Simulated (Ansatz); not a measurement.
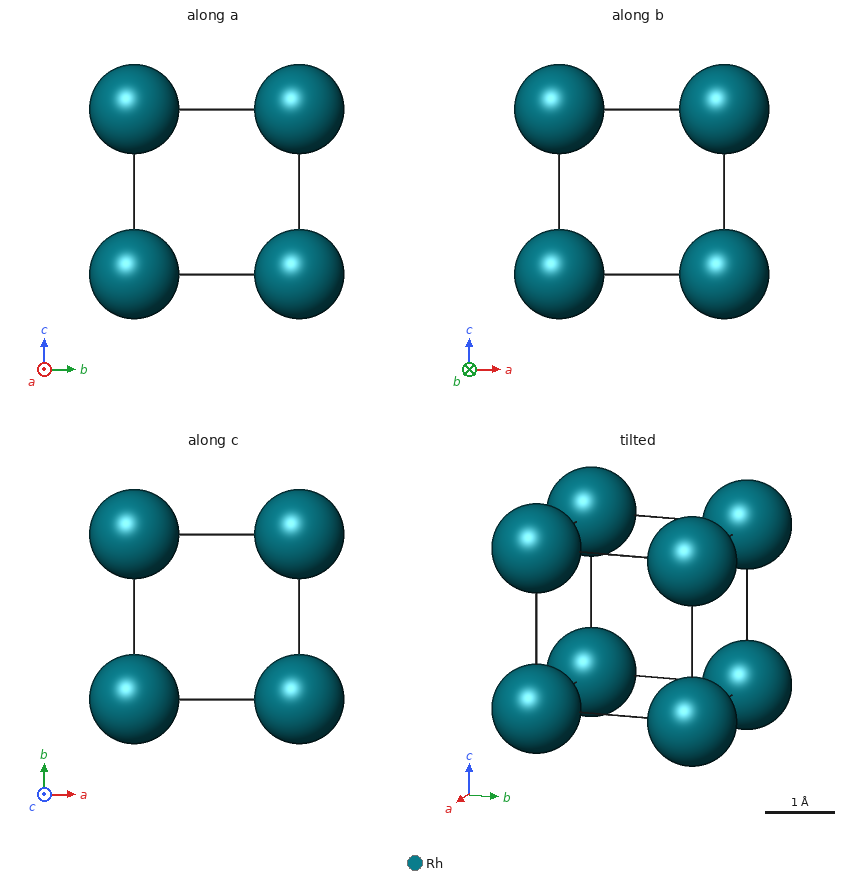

The figure gives a spheres-only picture of the atoms, viewed along the a axis, along the b axis, along the c axis and slightly off an axis. Thin lines show the conventional unit cell, with boundary atoms drawn in all their periodic places.

Lattice parameters: a = 2.4077 Å, b = 2.4077 Å, c = 2.4077 Å, α = 90.000°, β = 90.000°, γ = 90.000°.

### Transcribe the picture into a CIF with its space group and independent sites.

```cif
data_structure
_symmetry_space_group_name_H-M 'P m -3 m'
_symmetry_Int_Tables_number 221
_cell_length_a 2.4077
_cell_length_b 2.4077
_cell_length_c 2.4077
_cell_angle_alpha 90.000
_cell_angle_beta 90.000
_cell_angle_gamma 90.000
_cell_volume 13.96
loop_
_atom_site_label
_atom_site_type_symbol
_atom_site_symmetry_multiplicity
_atom_site_Wyckoff_symbol
_atom_site_fract_x
_atom_site_fract_y
_atom_site_fract_z
_atom_site_occupancy
Rh1 Rh 1 a 0.0000 0.0000 0.0000 1
```

Source of the structure: a structure type filled with this element by a generator (whether the element takes this form wasn't checked). Earlier steps of the study may have refined or changed the cell and positions. A calculation with Ansatz used it as input.

At this level of theory the cell isn't at rest (compressed, at 36 GPa), so its distances can differ from those at equilibrium, the more so the softer the solid.
